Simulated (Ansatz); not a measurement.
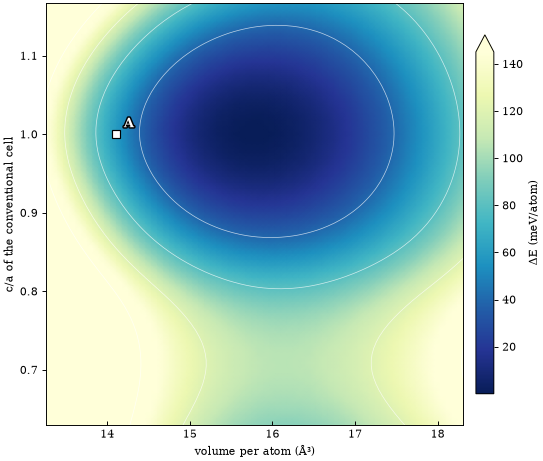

Al (Fm-3m, No. 225; 1 atom in the cell). 
- The energy is mapped over volume and the cell's shape.
- The first coordinate is: volume per atom; the second: c/a of the conventional cell.
- Nothing is relaxed (symmetry fixes all fractional coordinates).
- The grid has 7 × 9 points.
- Points are written as (first, second).
- Energies: meV/atom, counted from the lowest grid point.
- Method: DFT PBE+D3(BJ), scalar-relativistic, plane waves, PAW in Ansatz 0.2.0. Settings: cutoff 420 eV, k-mesh 22×22×22, gaussian smearing 0.15 eV, no spin polarisation.

The picture shows a smooth colour map with a few white contour lines, one colour for all values above the top of the scale, the point A. Between grid points the surface is interpolated.

**Is A at rest? If not, where is it pushed?**

A, at (14.10 Å³, 1.000), is not a stationary point. The computed force is 79 meV/atom for each Å³ towards larger values of volume per atom and nearly zero along c/a of the conventional cell.

PAW datasets: the set soft_1.
